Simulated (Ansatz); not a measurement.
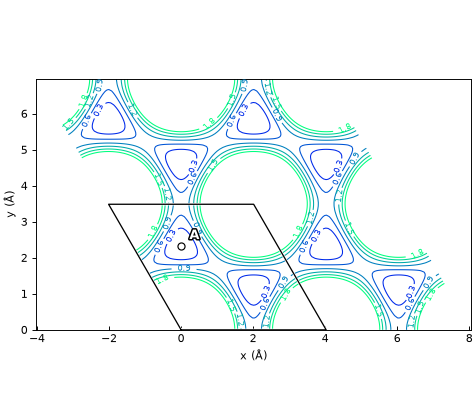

A bilayer of two InSe sheets, the upper one turned by 180 degrees about the normal (8 atoms in the cell). The upper layer of a bilayer is slid over the lower one; relaxed at each slide: nothing; the origin of the map has Se5 above Se4; the distance between the facing planes is held at 3.31 Å. Places are given modulo a cell vector. The map is drawn in real space over the plane of the slide. Grid: 9 × 9 points; 19 points were computed and 62 follow by symmetry. All energies are given in meV/Å² relative to the lowest grid point. At a held distance the lowest stacking need not be the one that binds best once the distance relaxes. Level of theory: DFT PBE+D3(BJ), scalar-relativistic, plane waves, PAW (Ansatz). Settings: cutoff 420 eV, k-mesh 9×9×1, gaussian smearing 0.05 eV, no spin polarisation.

In the figure: contour lines labelled in meV/Å² (none above 1.8), the outline of one cell of the 2 × 2 shown, the point A. Between grid points the surface is interpolated.

> Find the lowest pass out of the well at A.

The easiest path leads from the well at (3/9, 6/9) of the cell vectors to a well of about the same depth at (6/9, 3/9) of the cell vectors. Its highest point lies about 0.7 meV/Å² above the bottom of the first well on the interpolated surface, at about (0.50, 1.00) of the cell vectors. This is the barrier on the constrained surface; relaxing the other coordinates would change it.

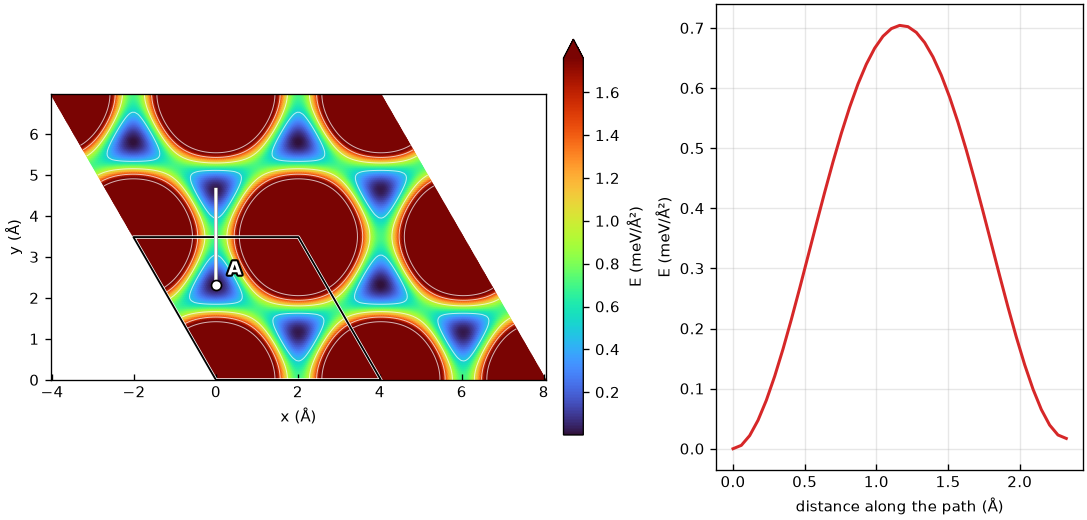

The picture shows a smooth colour map with a few white contour lines, a line along the lowest path, the outline of one cell of the 2 × 2 shown, one colour for all values above the top of the scale, the energy along the path at the right. Between grid points the surface is interpolated.

PAW datasets: the set soft_1.
